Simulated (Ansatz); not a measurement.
# KBr (Fm-3m): given cell or relaxed cell?

Wanted: the change of the gap of KBr (Fm-3m) on relaxing cell and ions.

Program: Ansatz 0.2.0. Level of theory: PBE, HSE06 and G0W0, plane waves, PAW. Results are calculated unless marked as measured.

## Step 1: The structure

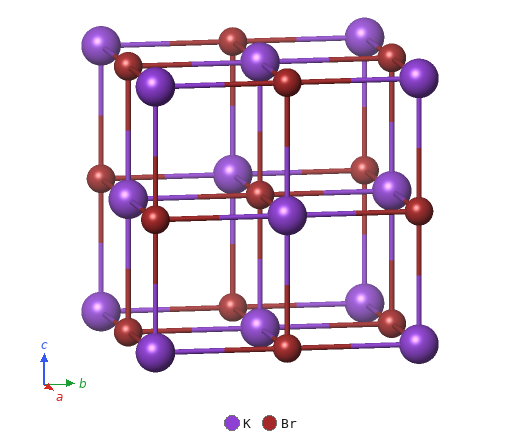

The cell as given, slightly off an axis (potassium purple, bromine red). This picture shows the conventional cell, with its axes. Some periodic images of atoms are drawn too.

The cell and positions come from the Crystallography Open Database and are kept as given unless a step says otherwise. The default PAW set here is soft_2. Its files were made with PBE.

## Step 2: PBE bands at the given cell

Levels along a band path, at the cheap level, show where the edges lie and whether the meshes to come will hold them.

This step: DFT, PBE, plane waves, PAW.

Input file input.yaml:

```yaml
crystal:
  lattice:
    - [0.0, 3.3, 3.3]
    - [3.3, 0.0, 3.3]
    - [3.3, 3.3, 0.0]
  atoms:
    - { symbol: K, position: [0.0, 0.0, 0.0] }
    - { symbol: Br, position: [0.5, 0.5, 0.5] }
kpoints:
  mp_grid: { grid: [6, 6, 6] }
  band_path:
    path:
      - [[0.0, 0.0, 0.0], [0.5, 0.0, 0.5], [0.625, 0.25, 0.625]]
      - [[0.375, 0.375, 0.75], [0.0, 0.0, 0.0], [0.5, 0.5, 0.5], [0.5, 0.25, 0.75], [0.5, 0.0, 0.5]]
    npoints: 10
hamiltonian:
  xc: pbe
scf:
  occupations: { method: fermi_dirac, width: 0.02 }
  n_extra_bands: 4
output:
  eigenvalues: true
  write_density: true
  write_potential: true
  elf: true
  volumetric_format: npy
```

On the command line:

```sh
> ansatz run input.yaml --threads 3 --pin off --max-ram 92160MiB --backend cuda --events-out ev --progress --plain --runs-dir out --devices 1 --max-vram 13GiB
```

Numbers of over 12 decimals in the logs are rounded to 6 here.

Log:

```text
scf.n_extra_bands = 4 over 8 filled bands (N_el = 16.0): the run solves 12 bands
GPUs: using 1 of 1 available (devices: 1).
Engine: ansatz 0.2.0, x86_64-unknown-linux-gnu
Pseudopotentials: kind: paw
Pseudopotential: K, paw, valence charge 9, recommended cutoff 420 eV (normal), K.paw.azcp
Pseudopotential: Br, paw, valence charge 7, recommended cutoff 420 eV (normal), Br.paw.azcp
Functional definition: PBE
  parameter kappa = 0.804
  parameter beta = 0.066725
  exchange = pbe_x(kappa = kappa, mu = beta*pi^2/3)
  correlation = pbe_c(beta = beta)
device memory: the entry about to start is reckoned to put 0.7 GiB on a device that reports 45.4 GiB free (of which the cap on the GPU budget leaves the run 13.0 GiB)
GPU FFT provider: cuFFT
GPU libraries: cuBLAS 13.8.2, cuFFT 12.4.0, cuSOLVER 12.3.4
Crystal: 2 atoms, lattice volume = 71.874 Å³
Basis set: ecut = 420 eV, 1411 PW (Γ)
Bands: 12, of which v1, the nominal top of the filled ones, is band 8 counted from 1 (7 counted from 0)
Symmetry: 48 space group operations
Space group: Fm-3m (ITA 225), of the structure as read, at distance tolerance 4.2e-5 Å
k-points: 16 of 216
Non-local potential: K, projectors of the file, l = 0: 3, l = 1: 2, l = 2: 2
Non-local potential: Br, projectors of the file, l = 0: 2, l = 1: 2, l = 2: 2
PAW form: soft (Blöchl's): semilocal exchange-correlation on the pseudo side does not see the compensation charge
PAW one-centre angular grid: K, 110 points (default); XC on 64 Gauss nodes
PAW one-centre angular grid: Br, 110 points (default); XC on 64 Gauss nodes
Initial density: superposition of atomic densities (neutral atoms: chi_scale 0, normalization atom), corrected by the library's trained network
Initial wavefunctions: pseudopotential atomic-orbital guess
GPU buffer pool allocated for 32768 grid points (all kernels)
GPU transforms: local potential and band sums: pruned to the plane-wave sphere, on 30×32×32
Functional: x = pbe(κ = 0.804, μ = 0.219515), c = pbe(β = 0.066725)
SCF iter   1: F=—  HF=-4324.496841 eV  |F-HF|=—  |Δ(HF+E_count)|=         —  Δρ=1.69e-4  dr2=1.12e-5  ethr=1.77e-3  ⟨swp⟩=6.4  Hψ=1298  notcnv=0
preconditioner: auto → none  [insulator: Δε(μ)=4.426 eV  Ē_g=14.771 eV  σ=0.020 eV  W_gap=1.00  n_scr=14 (ndim 8)  ℏωp=16.4 eV  f_vac=0.056  D(μ)=0.00/eV (n_scr^D=0)  ε∞_Penn≈2.2]
SCF iter   2: F=—  HF=-4324.496620 eV  |F-HF|=—  |Δ(HF+E_count)|=   2.20e-4  Δρ=2.55e-4  dr2=8.36e-5  ethr=7.03e-8  ⟨swp⟩=3.4  Hψ=642  notcnv=0
SCF iter   3: F=—  HF=-4324.496605 eV  |F-HF|=—  |Δ(HF+E_count)|=   1.59e-5  Δρ=1.44e-4  dr2=2.51e-5  ethr=7.03e-8  ⟨swp⟩=2.0  Hψ=304  notcnv=0
SCF iter   4: F=—  HF=-4324.496606 eV  |F-HF|=—  |Δ(HF+E_count)|=   1.89e-6  Δρ=3.69e-5  dr2=1.62e-6  ethr=7.03e-8  ⟨swp⟩=2.0  Hψ=304  notcnv=0
SCF iter   5: F=—  HF=-4324.496606 eV  |F-HF|=—  |Δ(HF+E_count)|=   3.20e-7  Δρ=1.60e-5  dr2=3.14e-7  ethr=1.01e-8  ⟨swp⟩=2.0  Hψ=238  notcnv=0
SCF iter   6: F=-4324.496606 eV  HF=-4324.496606 eV  |F-HF|=6.13e-8  |Δ(HF+E_count)|=   9.24e-8  Δρ=7.62e-6  dr2=7.37e-8  ethr=6.25e-10  ⟨swp⟩=1.0  Hψ=526  notcnv=0
SCF 1 converged in 6 iterations: F = -4324.496606 eV  dr2 = 7.37e-8
[...]
device memory: the entry about to start is reckoned to put 1.0 GiB on a device that reports 44.5 GiB free (of which the cap on the GPU budget leaves the run 13.0 GiB)
NSCF: frozen V_eff on 62 k-points, pencils in batches of 32, up to order 56
SCF converged after 6 iterations
Free energy (F): -4324.496606 eV
Harris-Foulkes:  -4324.496606 eV  (|F-HF|=6.13e-8)
Internal energy: -4324.496606 eV  (E = F + TS)
E sigma→0 (E₀):  -4324.496606 eV
Fermi energy:    3.298836 eV
--- Per-component energies (eV) ---
  E_band       = -133.512535
  E_kinetic    = 388.473532
  E_local      = -838.837861  (includes V_loc(G=0)·N_el)
  E_nonlocal   = 82.864901
  E_hartree    = 272.000585
  E_xc         = -400.626087
  E_vxc        = -269.646362  (∫ρ·V_xc dr)
  E_paw        = -3028.385826  (= ΣΔE_a)
  E_vpaw       = -40.364717  (= ΣTr[D̂ρ^β])
  E_aug_tail   = -0.000004  (compensation charges beyond the density's cutoff)
  E_ewald      = -799.985846
  E_smearing   = -0.000000  (= −TS)
  E_closure    = 0.000000  (closes the sum)
  Σ components = -4324.496606   (vs F -4324.496606, Δ=0.00e0)
--- Band table (eV; the first three rows and the last of 16) ---
  k-point 0: bands = [... 4 lower, -10.1841, 1.0689, 1.0689, 1.0689, 5.5046, 8.6735, 8.6735, 8.6735]
  k-point 1: bands = [... 4 lower, -10.1156, 0.7036, 0.9803, 0.9803, 6.1605, 8.5336, 8.9963, 8.9963]
  k-point 2: bands = [... 4 lower, -9.9925, 0.1311, 0.8139, 0.8139, 7.2681, 8.7874, 9.8578, 9.8578]
  k-point 15: bands = [... 4 lower, -10.1192, 0.3623, 0.5928, 0.6211, 7.6652, 8.9937, 9.3619, 10.2985]
```

It took 9.3 s on 1 × NVIDIA H100 80GB HBM3 (shared by 6 runs) with 3 threads of AMD EPYC 7R13 (Zen 3), shared host; peak memory 0.9 GiB; 3.5 s of CPU time.

Numbers from this step:

| Quantity | Value |
| --- | --- |
| filled bands | 8 |
| gap | 4.436 eV |
| valence top at | Γ |
| conduction bottom at | Γ |
| least direct gap | 4.436 eV |

The gap is direct, at Γ.

## Step 3: The relaxed cell

Cell and ions were relaxed with PBE; that run is not shown. It left this cell:

The structure is cubic, space group Fm-3m (No. 225). The conventional cell has a = 6.701 Å, b = 6.701 Å, c = 6.701 Å, α = 90.00°, β = 90.00°, γ = 90.00°. Nearest to K lie 6 Br at 3.35 Å. Br has 6 K at 3.35 Å nearest. Farther neighbours and most contacts between anions are not listed.

## Step 4: PBE at the relaxed cell

The cell differs from the one that the last finished run ended in (a 4.667 → 4.738 Å, b 4.667 → 4.738 Å, c 4.667 → 4.738 Å).

input.yaml, the sections that differ from step 2:

```yaml
crystal:
  lattice:
    - [0.0, 3.3504491013, 3.3504491013]
    - [3.3504491013, 0.0, 3.3504491013]
    - [3.3504491013, 3.3504491013, 0.0]
  atoms:
    - { symbol: K, position: [0.0, 0.0, 0.0] }
    - { symbol: Br, position: [0.5, 0.5, 0.5] }
output:
  eigenvalues: true
# kpoints, hamiltonian, scf: as in step 2
```

Log:

```text
[...]
GPUs: using 1 of 1 available (devices: 1).
[...]
GPU FFT provider: cuFFT
GPU libraries: cuBLAS 13.8.2, cuFFT 12.4.0, cuSOLVER 12.3.4
Crystal: 2 atoms, lattice volume = 75.221 Å³
Basis set: ecut = 420 eV, 1459 PW (Γ)
Bands: 12, of which v1, the nominal top of the filled ones, is band 8 counted from 1 (7 counted from 0)
Symmetry: 48 space group operations
[...]
k-points: 16 of 216
[...]
E sigma→0 (E₀):  -4324.504101 eV
Fermi energy:    2.940694 eV
[...]
--- Band table (eV; the first three rows and the last of 16) ---
  k-point 0: bands = [... 4 lower, -10.5794, 0.7699, 0.7699, 0.7699, 5.0863, 8.3603, 8.3603, 8.3603]
  k-point 1: bands = [... 4 lower, -10.5156, 0.4328, 0.6910, 0.6910, 5.7142, 8.2111, 8.6686, 8.6686]
  k-point 2: bands = [... 4 lower, -10.4025, -0.0981, 0.5422, 0.5422, 6.8296, 8.3818, 9.4899, 9.4899]
  k-point 15: bands = [... 4 lower, -10.5182, 0.1059, 0.3321, 0.3500, 7.3641, 8.5083, 8.9420, 9.8230]
[key lines of the parts left out:]
SCF converged after 6 iterations
Free energy (F): -4324.504101 eV
```

Elapsed: 9.4 s, on 1 × NVIDIA H100 80GB HBM3 (shared by 6 runs) with 3 threads; peak memory 0.87 GiB.

This step gave:

- gap: 4.316 eV
- valence top at: Γ
- conduction bottom at: Γ
- least direct gap: 4.316 eV

The gap is direct, at Γ.

## Step 5: HSE06 at the relaxed cell

The screened hybrid is the usual rung above semilocal functionals: a quarter of exact exchange, cut off beyond a few ångström.

This step: DFT, HSE06, plane waves, PAW.

input.yaml, the sections that differ from step 4:

```yaml
kpoints:
  mp_grid: { grid: [4, 4, 4] }
  band_path:
    path:
      - [0.0, 0.0, 0.0]
      - [0.5, 0.0, 0.5]
      - [0.625, 0.25, 0.625]
      - [0.375, 0.375, 0.75]
      - [0.5, 0.5, 0.5]
      - [0.5, 0.25, 0.75]
    npoints: 1
hamiltonian:
  xc: hse06
scf:
  occupations: { method: fixed }
  n_extra_bands: 4
# crystal, output: as in step 4
```

Log:

```text
[...]
GPUs: using 1 of 1 available (devices: 1).
[...]
davidson cushion auto → on  (no smearing: the cushion is to keep the highest requested band from converging to the state above it; pin scf.eigensolver.cushion to override)
[...]
GPU FFT provider: cuFFT
GPU libraries: cuBLAS 13.8.2, cuFFT 12.4.0, cuSOLVER 12.3.4
Crystal: 2 atoms, lattice volume = 75.221 Å³
Basis set: ecut = 420 eV, 1459 PW (Γ)
[...]
E sigma→0 (E₀):  -4327.406094 eV
Fermi energy:    -0.087026 eV
[...]
--- Band table (eV; the first three rows and the last of 8) ---
  k-point 0: bands = [... 4 lower, -12.2527, -0.0870, -0.0870, -0.0870, 5.3856, 8.8539, 8.8539, 8.8539]
  k-point 1: bands = [... 4 lower, -12.1275, -0.7226, -0.2464, -0.2464, 6.6170, 8.6268, 9.5663, 9.5663]
  k-point 2: bands = [... 4 lower, -12.0153, -1.2268, -0.3958, -0.3958, 7.5510, 9.3066, 11.1254, 11.1254]
  k-point 7: bands = [... 4 lower, -12.1615, -0.6699, -0.6699, -0.6000, 8.4930, 8.4930, 9.3098, 10.2190]
[key lines of the parts left out:]
Free energy (F): -4327.406094 eV
```

Elapsed: 19 s, on 1 × NVIDIA H100 80GB HBM3 (shared by 6 runs) with 3 threads; peak memory 1 GiB; 16 s of CPU time.

Numbers from this step:

- gap: 5.473 eV
- valence top at: Γ
- conduction bottom at: Γ
- least direct gap: 5.473 eV

The gap stands +1.16 eV against PBE.

## Step 6: G0W0 at the relaxed cell

Now the one-shot GW correction: screening in the RPA, then the self-energy of the levels asked for.

This step: G0W0 on PBE, plane waves, PAW.

Input file input.yaml:

```yaml
crystal:
  lattice:
    - [0.0, 3.3504491013, 3.3504491013]
    - [3.3504491013, 0.0, 3.3504491013]
    - [3.3504491013, 3.3504491013, 0.0]
  atoms:
    - { symbol: K, position: [0.0, 0.0, 0.0] }
    - { symbol: Br, position: [0.5, 0.5, 0.5] }
kpoints:
  mp_grid: { grid: [4, 4, 4] }
hamiltonian:
  xc: pbe
scf:
  occupations: { method: fixed }
gw:
  n_empty_bands: 224
  ecut_chi: 120
  qp_bands: [v2, c2]
  qp_kpoints: band_edges
  screening: { model: contour_deformation }
```

Log:

```text
GPUs: using 1 of 1 available (devices: 1).
[...]
GPU FFT provider: cuFFT
GPU libraries: cuBLAS 13.8.2, cuFFT 12.4.0, cuSOLVER 12.3.4
Crystal: 2 atoms, lattice volume = 75.221 Å³
Basis set: ecut = 420 eV, 1459 PW (Γ)
Bands: 12, of which v1, the nominal top of the filled ones, is band 8 counted from 1 (7 counted from 0)
Symmetry: 48 space group operations
[...]
k-points: 8 of 64
[...]
1    10      8.2072    -4.0650    -3.2296    -8.3654  0.8463     9.2913     9.2781  root
[...]
7     7      0.2205   -18.5242     2.1168   -14.4228  0.7992    -1.8279    -1.7641  root
     7     8      0.2790   -18.5132     2.0875   -14.4647  0.7986    -1.7438    -1.6819  root
     7     9      8.1026    -4.1052    -3.1823    -8.2725  0.8456     9.0988     9.0876  root
     7    10      8.1026    -4.1052    -3.1823    -8.2725  0.8456     9.0988     9.0876  root
[key lines of the parts left out:]
SCF converged after 6 iterations
Free energy (F): -4324.503742 eV
Fermi energy:    0.770540 eV
```

Wall time 20 s (1 × NVIDIA H100 80GB HBM3 (shared by 6 runs) with 3 threads); peak memory 1.1 GiB; 34 s of CPU time.

Numbers from this step:

* bands summed: 232
* RPA ε∞ on this mesh (eigenvalues): 2.314, 2.314, 2.314
* plane waves in the screening matrix: 229
* G0W0 gap on the mesh: 6.830 eV
* k of the valence top: 0, 0, 0
* k of the conduction bottom: 0, 0, 0
* starting gap on the mesh: 4.316 eV
* least direct G0W0 gap on the computed points: 6.830 eV

The gap on the mesh goes from 4.32 eV to 6.83 eV, a correction of +2.51 eV. Between the two edge states, bare exchange in place of the xc potential would open the gap by 7.43 eV, and correlation takes back 4.92 eV.

## Step 7: G0W0 at the given cell

input.yaml, the sections that differ from step 6:

```yaml
crystal:
  lattice:
    - [0.0, 3.3, 3.3]
    - [3.3, 0.0, 3.3]
    - [3.3, 3.3, 0.0]
  atoms:
    - { symbol: K, position: [0.0, 0.0, 0.0] }
    - { symbol: Br, position: [0.5, 0.5, 0.5] }
gw:
  n_empty_bands: 214
  ecut_chi: 120
  qp_bands: [v2, c2]
  qp_kpoints: band_edges
  screening: { model: contour_deformation }
# kpoints, hamiltonian, scf: as in step 6
```

Log:

```text
GPUs: using 1 of 1 available (devices: 1).
[...]
GPU FFT provider: cuFFT
GPU libraries: cuBLAS 13.8.2, cuFFT 12.4.0, cuSOLVER 12.3.4
Crystal: 2 atoms, lattice volume = 71.874 Å³
Basis set: ecut = 420 eV, 1411 PW (Γ)
Bands: 12, of which v1, the nominal top of the filled ones, is band 8 counted from 1 (7 counted from 0)
Symmetry: 48 space group operations
[...]
k-points: 8 of 64
[...]
1    10      8.5566    -4.2302    -3.2977    -8.5939  0.8459     9.6351     9.6226  root
[...]
7     7      0.4832   -18.6170     2.1341   -14.5097  0.8009    -1.5497    -1.4900  root
     7     8      0.5329   -18.5711     2.1059   -14.5149  0.8002    -1.4757    -1.4175  root
     7     9      8.4558    -4.2249    -3.2509    -8.4629  0.8455     9.4537     9.4429  root
     7    10      8.4558    -4.2249    -3.2509    -8.4629  0.8455     9.4537     9.4429  root
[key lines of the parts left out:]
SCF converged after 6 iterations
Free energy (F): -4324.496178 eV
Fermi energy:    1.069751 eV
```

The job ended after 15 s (1 × NVIDIA H100 80GB HBM3 (shared by 6 runs) with 3 threads; peak memory 1.1 GiB).

This step gave:

- bands summed: 222
- RPA ε∞ on this mesh (eigenvalues): 2.365, 2.365, 2.365
- plane waves in the screening matrix: 181
- G0W0 gap on the mesh: 6.932 eV
- k of the valence top: 0, 0, 0
- k of the conduction bottom: 0, 0, 0
- starting gap on the mesh: 4.435 eV
- least direct G0W0 gap on the computed points: 6.932 eV

The gap on the mesh goes from 4.44 eV to 6.93 eV, a correction of +2.50 eV. Between the two edge states, bare exchange in place of the xc potential would open the gap by 7.49 eV, and correlation takes back 4.99 eV.

## Step 8: Together

G0W0 rows are gaps on the mesh, lowered by the amount that the mesh misses the start's edges, a rough step that assumes the same correction there.

```
   level  given cell (eV)  relaxed cell (eV)  change (eV)
     PBE             4.44               4.32        −0.12
   HSE06                -               5.47            -
G0W0@PBE             6.93               6.83        −0.10
```

## Step 9: Summary of results

```
volume change          : +4.7 %
PBE, given cell        : 4.44 eV
PBE, relaxed cell      : 4.32 eV
HSE06, relaxed cell    : 5.47 eV
G0W0@PBE, relaxed cell : 6.83 eV
G0W0@PBE, given cell   : 6.93 eV
known limits           : not at the basis limit; no spin-orbit coupling
```

What this shows: Relaxation changes the volume by +4.7 % and the gap by −0.12 eV (PBE) and −0.10 eV (G0W0@PBE). Bands and cutoff are finite, so the gap is not at the basis limit. The miss can reach some tenths of an eV and take either sign; the mesh is an error of its own. The many-body steps are scalar-relativistic: spin-orbit coupling is not in them.

[Paths, hosts, dates, memory and timing lines, banners, echoed tables and standing remarks are left out of the program output.]

[Logs are printed without paths, hosts, clocks, repeated set-up lines and the standing remarks that a program may print on its own settings, such as how far it seeks lower states.]

[Runs of the session that timed out or met a known fault of the program may be left out.]

[Cells called generated may have been cut or substituted from an entry of the Crystallography Open Database or the Materials Project.]

[Hosts, paths, dates, database ids (printed as entryN), source tags and the programs' standing remarks are cut or masked in the printed files.]
